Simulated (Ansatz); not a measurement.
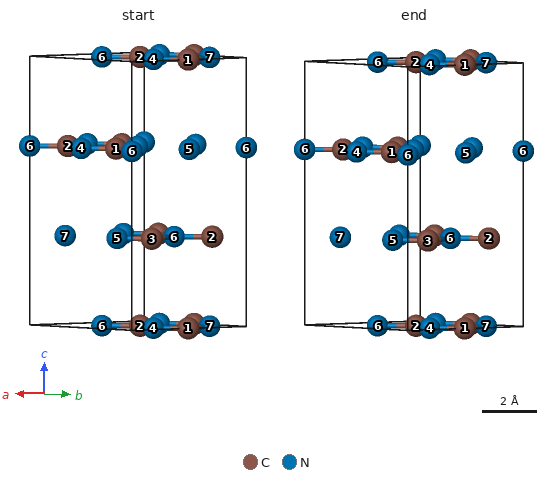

The structure of a crystal of C3N4 (set up in R3m) before (left) and after (right) a relaxation, at one scale.

Style: ball-and-stick. Shown: the conventional cell (3 times the calculation's cell), from a free direction. Lengths and directions refer to the drawn axes.

Case: volume × 0.97, shape and atoms relaxed.

All numbers below come from DFT PBEsol, scalar-relativistic, plane waves, PAW in Ansatz 0.2.0.

Input
```yaml
crystal:
  lattice:
    - [2.3538335061, 1.3589864084, 3.3660492443]
    - [-2.3538335061, 1.3589864084, 3.3660492443]
    - [0.0, -2.7179728168, 3.3660492443]
  atoms:
    - { symbol: C, position: [0.4903063009, 0.4903063009, 0.0188554247] }
    - { symbol: C, position: [0.4903063009, 0.0188554247, 0.4903063009] }
    - { symbol: C, position: [0.0188554247, 0.4903063009, 0.4903063009] }
    - { symbol: "N", position: [0.6604506596, 0.1696988425, 0.1696988425] }
    - { symbol: "N", position: [0.1696988425, 0.1696988425, 0.6604506596] }
    - { symbol: "N", position: [0.6656826289, 0.6656826289, 0.6656826289] }
    - { symbol: "N", position: [0.1696988425, 0.6604506596, 0.1696988425] }
basis:
  ecutwfc: 420
kpoints:
  mp_grid: { grid: [6, 6, 6] }
hamiltonian:
  xc: pbesol
scf:
  occupations: { method: gaussian, width: 0.02 }
output:
  forces: true
  stress: true
  eigenvalues: true
relax:
  adjacent_minimum: "off"
  f_tol: 0.01
  max_steps: 30
  cell: { stress_tol: 0.1, fix: [volume] }
```

Launched with:
```bash
ansatz run input.yaml --threads 2 --pin off --max-ram 5120MiB --backend cpu --events-out ev --progress --plain --runs-dir out
```

> Summarise the run.

Over 4 accepted moves (6 points after the start) the energy falls by 47.6 meV per cell of the calculation. The largest force component goes from 0.59 to 0.00075 eV/Å. Pressure: 8.05 GPa at the start and 0.36 GPa at the end. The line search rejected the trial step at point 3 of the run. At 1 point the geometry stayed and the basis and grid were re-selected for the new cell (energy shift of 0.3 meV per cell of the calculation at most each time). No atom moves by more than 0.005 Å relative to the cell. The drawn cell changes at constant volume: a = b 4.708 → 4.753 Å (+1.0 %), c 10.098 → 9.905 Å (−1.9 %). Near-neighbour distances that change, for instance: C1–N6 1.437 → 1.450 Å, C1–N4 1.308 → 1.321 Å. The space group stays R3m (No. 160).
